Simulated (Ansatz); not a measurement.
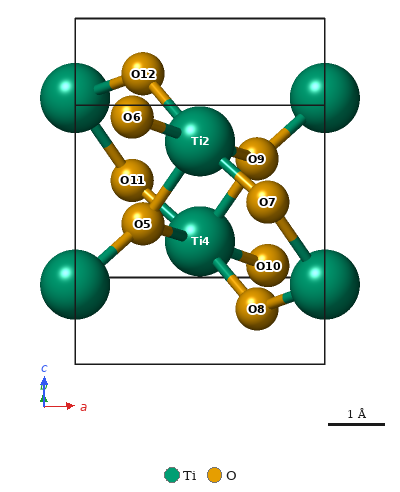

**Figure 1.** The structure as given in the input (ball-and-stick view of the cell of the calculation, seen at an oblique angle; atoms are numbered from 1 in the order of the input). Near neighbours in the crystal (not all of them lie inside the picture): Ti has 6 O at 1.87 to 2.06 Å; O has 3 Ti at 1.87 to 2.06 Å.

## Two runs on TiO2

System: TiO2 (Pbcn, 12 atoms in the cell).
Method of the first run: DFT, PBE+U, PAW, plane waves, scalar-relativistic, Ueff = 6.6 eV on Ti d, spin-polarised (Ansatz 0.2.0).

The structure derives from an entry of the Crystallography Open Database. Text and figures count atoms from 1; the logs count them from 0 in places.

The input, the first run:
```yaml
crystal:
  lattice:
    - [4.5318, 0.0, 0.0]
    - [0.0, 5.5019, 0.0]
    - [0.0, 0.0, 4.9063]
  atoms:
    - { symbol: Ti, position: [0.0, 0.1704, 0.25], spin: 1.0 }
    - { symbol: Ti, position: [0.5, 0.3296, 0.75], spin: 1.0 }
    - { symbol: Ti, position: [0.0, 0.8296, 0.75], spin: 1.0 }
    - { symbol: Ti, position: [0.5, 0.6704, 0.25], spin: 1.0 }
    - { symbol: O, position: [0.2716, 0.3814, 0.4142] }
    - { symbol: O, position: [0.2284, 0.1186, 0.9142] }
    - { symbol: O, position: [0.7716, 0.1186, 0.5858] }
    - { symbol: O, position: [0.7284, 0.3814, 0.0858] }
    - { symbol: O, position: [0.7284, 0.6186, 0.5858] }
    - { symbol: O, position: [0.7716, 0.8814, 0.0858] }
    - { symbol: O, position: [0.2284, 0.8814, 0.4142] }
    - { symbol: O, position: [0.2716, 0.6186, 0.9142] }
magnetization:
  spin_polarized: true
hamiltonian:
  xc: pbe
  pseudopotentials: { kind: paw }
  hubbard: { sites: [{ species: Ti, l: d, u_eff: 6.6 }] }
basis:
  ecutwfc: 420
kpoints:
  mp_grid: { grid: [4, 3, 4] }
scf:
  occupations: { method: fermi_dirac, width: 0.1 }
  lower_state_search: "off"
output:
  forces: true
  stress: true
  write_density: true
  write_potential: true
  elf: true
  volumetric_format: npy
```

Launched with:
```bash
ansatz run input.yaml --threads 4 --pin off --max-ram 9216MiB --backend cpu --events-out ev --progress --plain --runs-dir out
```

Hardware: 4 threads of Intel Xeon @ 2.50GHz (Skylake/Cascade Lake), 12 GiB of memory available, shared host.

Output, shortened to warnings, some set-up lines, iterations and results (the first run):
```
WARN: the starting moments were not kept: the SCF closed with an absolute magnetisation of 5.6e-6 μB, where they sum to 4 μB in size (4 sites). That is at most 0.1 of that sum. Measured as dr2_m measures the in/out step, that magnetisation stands 2.6e-12 eV from none, at or under the dr2_threshold of 1.0e-7 eV: it is no larger than a step whose dr2_m would equal this threshold. The system may …
Basis set: ecut = 420 eV, 2409 PW (Γ), exchange–correlation on 64×80×72 points (8 copies of the dense FFT grid, shifted against one another)
Symmetry: 8 space group operations
k-points: 18 of 48
Initial density: superposition of atomic densities (chi_scale 0.1, normalization cell, long waves kept (reshape's long-wave potential 0.00 eV rms))
[...]
SCF iter   1: F=—  HF=-14533.914422 eV  |F-HF|=—  |Δ(HF+E_count)|=         —  Δρ=7.83e-2 (↑7.83e-2 ↓6.56e-2)  dr2=1.68e1  dr2_m=2.15e0  M=0.000 μB ∫|m|=1.570 μB  β_m=0.30  …
SCF iter   2: F=—  HF=-14531.947665 eV  |F-HF|=—  |Δ(HF+E_count)|=    1.97e0  Δρ=4.02e-2 (↑4.02e-2 ↓3.79e-2)  dr2=2.68e0  dr2_m=1.01e0  M=0.000 μB ∫|m|=1.684 μB  β_m=0.30  …
SCF iter   3: F=—  HF=-14532.262273 eV  |F-HF|=—  |Δ(HF+E_count)|=   3.15e-1  Δρ=2.91e-2 (↑2.44e-2 ↓2.91e-2)  dr2=6.19e-1  dr2_m=5.06e-1  M=0.000 μB ∫|m|=1.604 μB  β_m=0.30  …
SCF iter   4: F=—  HF=-14532.719396 eV  |F-HF|=—  |Δ(HF+E_count)|=   4.57e-1  Δρ=2.30e-2 (↑2.30e-2 ↓1.46e-2)  dr2=3.78e-1  dr2_m=3.21e-1  M=0.000 μB ∫|m|=1.239 μB  β_m=0.30  …
SCF iter   5: F=—  HF=-14532.820716 eV  |F-HF|=—  |Δ(HF+E_count)|=   1.01e-1  Δρ=1.32e-2 (↑1.32e-2 ↓1.23e-2)  dr2=1.07e-2  dr2_m=1.76e-1  M=0.000 μB ∫|m|=1.109 μB  β_m=0.30  …
[... 6 lines ...]
SCF iter  12: F=—  HF=-14533.136292 eV  |F-HF|=—  |Δ(HF+E_count)|=   9.51e-5  Δρ=5.02e-5 (↑5.02e-5 ↓2.48e-5)  dr2=1.67e-6  dr2_m=8.06e-7  M=0.000 μB ∫|m|=0.003 μB  β_m=0.88  …
SCF iter  13: F=—  HF=-14533.136293 eV  |F-HF|=—  |Δ(HF+E_count)|=   7.41e-7  Δρ=8.08e-6 (↑7.68e-6 ↓8.08e-6)  dr2=1.47e-7  dr2_m=7.99e-9  M=-0.000 μB ∫|m|=0.000 μB  β_m=0.94  …
SCF iter  14: F=-14533.136293 eV  HF=-14533.136293 eV  |F-HF|=1.07e-9  |Δ(HF+E_count)|=   8.82e-8  Δρ=1.80e-6 (↑1.29e-6 ↓1.80e-6)  dr2=7.65e-9  dr2_m=5.21e-10  M=0.000 μB …
SCF iter  15: F=-14533.136293 eV  HF=-14533.136293 eV  |F-HF|=2.29e-10  |Δ(HF+E_count)|=   4.41e-9  Δρ=3.88e-7 (↑3.88e-7 ↓3.83e-7)  dr2=7.18e-10  dr2_m=7.12e-12  M=0.000 μB …
SCF 1 converged in 15 iterations: F = -14533.136293 eV  dr2 = 7.18e-10
SCF converged after 15 iterations
Magnetization: 0.0000 μB (48.0000 up, 48.0000 down)
Absolute magnetization: 0.0000 μB (∫|ρ↑−ρ↓|, with the PAW one-centre terms)
Spin contamination: 0.0000 ħ² per cell (⟨S²⟩ above its minimum at these occupations)
Per-site moments (μB) at R_I (Å): [(2.1088853794930936e-7, 0.7730017753893531), (2.1088853790419043e-7, 0.7730017753893532), (2.1088853797849878e-7, 0.773001775389353), (2.1088853794443487e-7, 0.773001775389353), (-1.0843687723370488e-7, 0.7730017753893533), (-1.0843687727569236e-7, …
Free energy (F): -14533.136293 eV
Harris-Foulkes:  -14533.136293 eV  (|F-HF|=2.29e-10)
Internal energy: -14533.136293 eV  (E = F + TS)
E sigma→0 (E₀):  -14533.136293 eV
Entropy (-TS):   -0.000000 eV (-0.000 meV/atom)
Fermi energy:    11.307495 eV
--- Per-component energies (eV) ---
  E_band       = -748.892172
  E_kinetic    = 2499.095779
  E_local      = -5944.380805  (includes V_loc(G=0)·N_el)
  E_nonlocal   = 384.679374
  E_hartree    = 2247.495567
  E_xc         = -988.851956
  E_vxc        = -1252.433283  (∫ρ·V_xc dr)
  E_hubbard    = 20.133776  (on-site DFT+U / exact-exchange correction)
  E_vhub       = 14.133741  (the Hubbard potential's part of the band-sum identity)
  E_paw        = -5440.290635  (= ΣΔE_a)
  E_vpaw       = -944.999790  (= ΣTr[D̂ρ^β])
  E_aug_tail   = 0.020444  (compensation charges beyond the density's cutoff)
  E_ewald      = -7311.037836
  E_smearing   = -0.000000  (= −TS)
  E_closure    = -0.000000  (closes the sum)
  Σ components = -14533.136293   (vs F -14533.136293, Δ=0.00e0)
--- Forces (eV/Å), atoms counted from 1 ---
  atom   1  Ti    -0.00000000    -0.36380722     0.00000000
  atom   2  Ti     0.00000000     0.36380722     0.00000000
  atom   3  Ti     0.00000000     0.36380722    -0.00000000
  atom   4  Ti    -0.00000000    -0.36380722    -0.00000000
  atom   5  O      0.21338785     0.35066840     0.27466871
  atom   6  O     -0.21338785    -0.35066840     0.27466871
  atom   7  O      0.21338785    -0.35066840    -0.27466871
  atom   8  O     -0.21338785     0.35066840    -0.27466871
  atom   9  O     -0.21338785    -0.35066840    -0.27466871
  atom  10  O      0.21338785     0.35066840    -0.27466871
  atom  11  O     -0.21338785     0.35066840     0.27466871
  atom  12  O      0.21338785    -0.35066840     0.27466871
  max |Σ_I F_I| component: 5.55e-17 eV/Å
--- Stress (GPa, compression-positive) ---
       12.252286       0.000000       0.000000
[...]
```

For the second run the input was changed thus:
```diff
-    - { symbol: Ti, position: [0.5, 0.3296, 0.75], spin: 1.0 }
-    - { symbol: Ti, position: [0.0, 0.8296, 0.75], spin: 1.0 }
+    - { symbol: Ti, position: [0.5, 0.3296, 0.75], spin: -1.0 }
+    - { symbol: Ti, position: [0.0, 0.8296, 0.75], spin: -1.0 }
-  write_density: true
-  write_potential: true
-  elf: true
-  volumetric_format: npy
```

How does the second run compare with the first run?

The energy is the same within 0.01 meV per atom. The SCF takes 17 iterations against 15.

Output, shortened to warnings, some set-up lines, iterations and results (the second run):
```
WARN: the starting moments were not kept: the SCF closed with an absolute magnetisation of 7.9e-6 μB, where they sum to 4 μB in size (4 sites). That is at most 0.1 of that sum. Measured as dr2_m measures the in/out step, that magnetisation stands 6.5e-12 eV from none, at or under the dr2_threshold of 1.0e-7 eV: it is no larger than a step whose dr2_m would equal this threshold. The system may …
Basis set: ecut = 420 eV, 2409 PW (Γ), exchange–correlation on 64×80×72 points (8 copies of the dense FFT grid, shifted against one another)
Symmetry: 4 space group operations
k-points: 18 of 48 (time reversal used)
Initial density: superposition of atomic densities (chi_scale 0.1, normalization cell, long waves kept (reshape's long-wave potential 0.00 eV rms))
[...]
SCF iter   1: F=—  HF=-14533.993549 eV  |F-HF|=—  |Δ(HF+E_count)|=         —  Δρ=7.04e-2 (↑7.04e-2 ↓7.04e-2)  dr2=1.66e1  dr2_m=1.90e0  M=-0.000 μB ∫|m|=1.263 μB  β_m=0.30  …
SCF iter   2: F=—  HF=-14531.987049 eV  |F-HF|=—  |Δ(HF+E_count)|=    2.01e0  Δρ=3.75e-2 (↑3.75e-2 ↓3.75e-2)  dr2=2.69e0  dr2_m=8.71e-1  M=-0.000 μB ∫|m|=1.341 μB  β_m=0.30  …
SCF iter   3: F=—  HF=-14532.257249 eV  |F-HF|=—  |Δ(HF+E_count)|=   2.70e-1  Δρ=2.59e-2 (↑2.59e-2 ↓2.58e-2)  dr2=6.12e-1  dr2_m=4.50e-1  M=0.000 μB ∫|m|=1.267 μB  β_m=0.30  …
SCF iter   4: F=—  HF=-14532.688234 eV  |F-HF|=—  |Δ(HF+E_count)|=   4.31e-1  Δρ=1.87e-2 (↑1.87e-2 ↓1.87e-2)  dr2=3.07e-1  dr2_m=3.17e-1  M=0.000 μB ∫|m|=0.968 μB  β_m=0.30  …
SCF iter   5: F=—  HF=-14532.807529 eV  |F-HF|=—  |Δ(HF+E_count)|=   1.19e-1  Δρ=1.29e-2 (↑1.29e-2 ↓1.29e-2)  dr2=1.07e-2  dr2_m=1.82e-1  M=0.000 μB ∫|m|=0.852 μB  β_m=0.30  …
[... 8 lines ...]
SCF iter  14: F=—  HF=-14533.136293 eV  |F-HF|=—  |Δ(HF+E_count)|=   8.12e-7  Δρ=7.49e-6 (↑7.49e-6 ↓7.23e-6)  dr2=2.17e-7  dr2_m=9.36e-9  M=0.000 μB ∫|m|=0.000 μB  β_m=0.97  …
SCF iter  15: F=-14533.136293 eV  HF=-14533.136293 eV  |F-HF|=1.39e-8  |Δ(HF+E_count)|=   1.41e-8  Δρ=2.38e-6 (↑1.77e-6 ↓2.38e-6)  dr2=1.71e-8  dr2_m=4.84e-10  M=0.000 μB …
SCF iter  16: F=-14533.136293 eV  HF=-14533.136293 eV  |F-HF|=2.24e-9  |Δ(HF+E_count)|=   1.80e-9  Δρ=1.08e-6 (↑1.08e-6 ↓7.54e-7)  dr2=3.09e-9  dr2_m=1.05e-10  M=0.000 μB …
SCF iter  17: F=-14533.136293 eV  HF=-14533.136293 eV  |F-HF|=2.58e-10  |Δ(HF+E_count)|=  1.16e-10  Δρ=2.89e-7 (↑2.89e-7 ↓2.86e-7)  dr2=3.40e-10  dr2_m=1.44e-11  M=0.000 μB …
SCF 1 converged in 17 iterations: F = -14533.136293 eV  dr2 = 3.40e-10
SCF converged after 17 iterations
Magnetization: 0.0000 μB (48.0000 up, 48.0000 down)
Absolute magnetization: 0.0000 μB (∫|ρ↑−ρ↓|, with the PAW one-centre terms)
Spin contamination: 0.0000 ħ² per cell (⟨S²⟩ above its minimum at these occupations)
Per-site moments (μB) at R_I (Å): [(-5.150540218412691e-8, 0.7730017753893531), (6.285737722171419e-8, 0.7730017753893532), (6.285737726041706e-8, 0.773001775389353), (-5.150540231864839e-8, 0.773001775389353), (-5.250959414476547e-7, 0.7730017753893533), (5.117355568819445e-7, 0.7730017753893532), …
Free energy (F): -14533.136293 eV
Harris-Foulkes:  -14533.136293 eV  (|F-HF|=2.58e-10)
Internal energy: -14533.136293 eV  (E = F + TS)
E sigma→0 (E₀):  -14533.136293 eV
Entropy (-TS):   -0.000000 eV (-0.000 meV/atom)
Fermi energy:    11.307490 eV
--- Per-component energies (eV) ---
  E_band       = -748.892642
  E_kinetic    = 2499.095800
  E_local      = -5944.381118  (includes V_loc(G=0)·N_el)
  E_nonlocal   = 384.679445
  E_hartree    = 2247.495808
  E_xc         = -988.851936
  E_vxc        = -1252.433257  (∫ρ·V_xc dr)
  E_hubbard    = 20.133787  (on-site DFT+U / exact-exchange correction)
  E_vhub       = 14.133756  (the Hubbard potential's part of the band-sum identity)
  E_paw        = -5440.290686  (= ΣΔE_a)
  E_vpaw       = -944.999850  (= ΣTr[D̂ρ^β])
  E_aug_tail   = 0.020444  (compensation charges beyond the density's cutoff)
  E_ewald      = -7311.037836
  E_smearing   = -0.000000  (= −TS)
  E_closure    = -0.000000  (closes the sum)
  Σ components = -14533.136293   (vs F -14533.136293, Δ=0.00e0)
--- Forces (eV/Å), atoms counted from 1 ---
  atom   1  Ti     0.00000000    -0.36380837     0.00000000
  atom   2  Ti     0.00000000     0.36380408     0.00000000
  atom   3  Ti     0.00000000     0.36380408     0.00000000
  atom   4  Ti     0.00000000    -0.36380837     0.00000000
  atom   5  O      0.21339083     0.35066774     0.27467052
  atom   6  O     -0.21338649    -0.35066592     0.27466697
  atom   7  O      0.21338649    -0.35066592    -0.27466697
  atom   8  O     -0.21339083     0.35066774    -0.27467052
  atom   9  O     -0.21338649    -0.35066592    -0.27466697
  atom  10  O      0.21339083     0.35066774    -0.27467052
  atom  11  O     -0.21339083     0.35066774     0.27467052
  atom  12  O      0.21338649    -0.35066592     0.27466697
  max |Σ_I F_I| component: 1.32e-6 eV/Å
--- Stress (GPa, compression-positive) ---
       12.252279       0.000000       0.000000
[...]
```

The two runs side by side:

| quantity | the first run | the second run |
| --- | --- | --- |
| outcome | converged | converged |
| free energy per atom (eV) | −1211.0947 | −1211.0947 |
| net moment of the cell (μB) | 0.00 | 0.00 |
| absolute moment of the cell (μB) | 0.00 | 0.00 |
| pressure (GPa) | 12.32 | 12.32 |
| largest force (eV/Å) | 0.494 | 0.494 |
| SCF iterations | 15 | 17 |
| irreducible k-points | 18 | 18 |
| plane waves at Γ | 2409 | 2409 |
| wall time (shared host) | 13 s | 15 s |

For both runs: Warnings: some starting moments were not kept. The cell is under a pressure of 12.3 GPa at this level, so it is not at its equilibrium volume.
